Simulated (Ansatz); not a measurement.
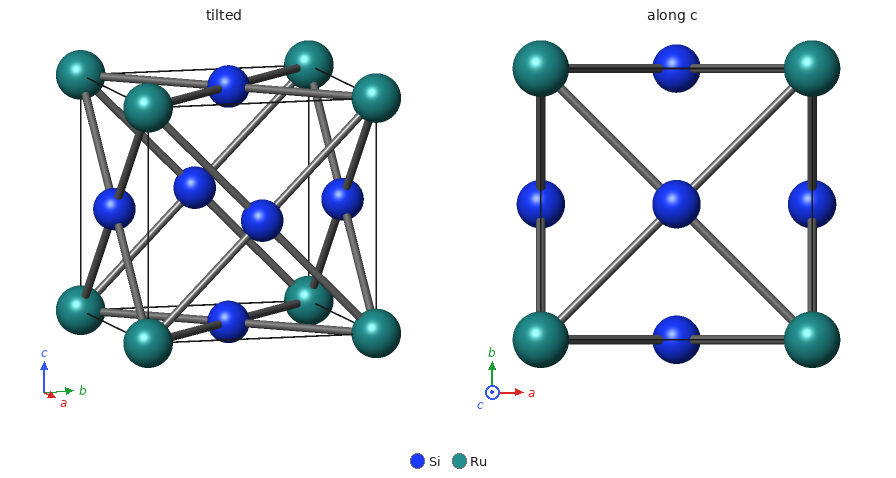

Ball-and-stick representation of a periodic structure, projected slightly off an axis and along the c axis. Atoms at the boundary of the conventional unit cell (the box) are drawn once for each face, edge or corner they touch. Cell: a = 3.78 Å, b = 3.78 Å, c = 3.78 Å, α = 90.00°, β = 90.00°, γ = 90.00°.

Starting structure: a structure type filled with these elements by a generator (whether the compound takes this form wasn't checked). Earlier steps of the study may have refined or changed the cell and positions. An electronic-structure calculation with Ansatz was run on it.

Question: State composition, symmetry and coordination.

Answer: Its composition is Si$_{3}$Ru. The lattice is primitive cubic and the space group Pm-3m (No. 221). In terms of structure types, this is Cu₃Au (L1₂) type. With Z = 1, the cell contains 3 Si, 1 Ru. Around each Si lie four Ru in a square planar arrangement at about 2.7 Å. About every Ru there are twelve Si in a cuboctahedral arrangement at about 2.7 Å. The bonds build a three-dimensional framework.

Level of theory and settings: DFT PBE, scalar-relativistic, plane waves, PAW in Ansatz, a cutoff energy of 420 eV, k-grid 12×12×12, Gaussian smearing of 0.1 eV, no spin polarisation.

Question: Classify it as metallic or gapped, with the value.

Answer: A metal: bands cross the Fermi level.

Question: What does a Bader analysis give?

Answer: Si +0.16 e; Ru -0.47 e.

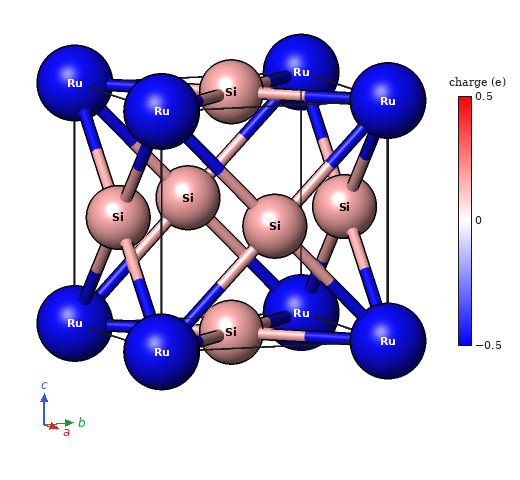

The atoms coloured by those charges. The run's cell of 4 atoms is drawn.

Question: Is this the optimised geometry for these settings?

Answer: Yes. All forces vanish to within 0.01 eV/Å. The pressure is 0.0 GPa, close to zero.
